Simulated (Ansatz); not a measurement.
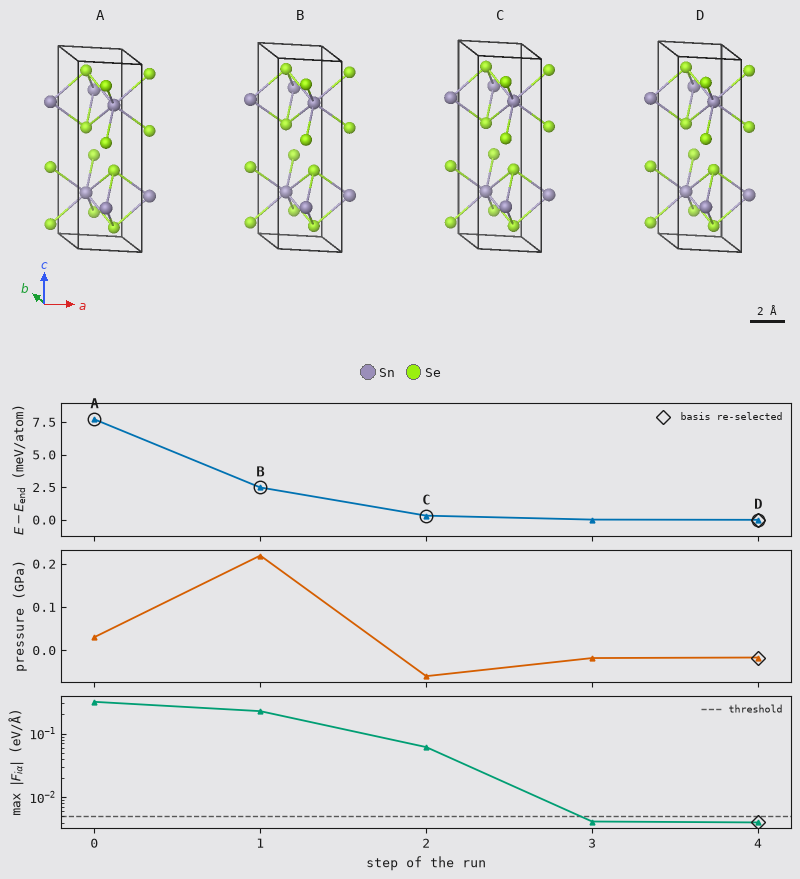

Frames of a relaxation of a crystal of SnSe$_{2}$ (built on the 2H (MoS2) bulk type), marked on the history of the run. The picture is a ball-and-stick view of the cell of the calculation, seen slightly off an axis.

These are results of DFT, r2SCAN+rVV10, plane waves, PAW (Ansatz 0.2.0), not measurements. Settings: plane-wave cutoff 500 eV; k-point mesh 12 × 12 × 2; occupations fermi dirac; smearing width 0.02 eV; no spin polarisation; cell and atoms relaxed; force threshold 0.005 eV/Å.

What happens along the run?

Answer. After 3 accepted moves (4 points after the start) the energy has fallen by 7.7 meV per atom. Largest force component: 0.32 eV/Å at the start, 0.004 eV/Å at the end. The pressure goes from 0.03 to −0.02 GPa. At 1 point the geometry stayed and the basis and grid were re-selected for the new cell (energy shift of less than 0.05 meV per atom at most each time). The largest moves relative to the cell, 0.068 Å, are those of Se atoms. Sn stays in place. The volume changes by +1.4 %, with a = b 3.836 → 3.816 Å (−0.5 %), c 11.461 → 11.746 Å (+2.5 %). Among the contacts that change: Se–Sn 2.819 → 2.795 Å. The space group stays P6_3/mmc (No. 194). The run took 59 s on 2 threads of AMD EPYC 7R13 Processor (Zen 3), on a shared host, peak memory 1.2 GiB. From step 0 to 1: Se atoms move most (0.08 Å), volume +1.8 %, energy −5.2 meV per atom. From step 1 to 2: volume −0.4 %, energy −2.2 meV per atom. From step 2 to 4: energy −0.3 meV per atom.

| step | E − E(0), meV/atom | largest force component, eV/Å | pressure, GPa | volume, Å³/atom | note |
| --- | --- | --- | --- | --- | --- |
| 0 | 0.00 | 0.3158 | 0.03 | 24.341 |  |
| 1 | -5.23 | 0.2254 | 0.22 | 24.770 |  |
| 2 | -7.39 | 0.0614 | -0.06 | 24.659 |  |
| 3 | -7.69 | 0.0042 | -0.02 | 24.684 |  |
| 4 | -7.71 | 0.0040 | -0.02 | 24.684 | same geometry, new basis |
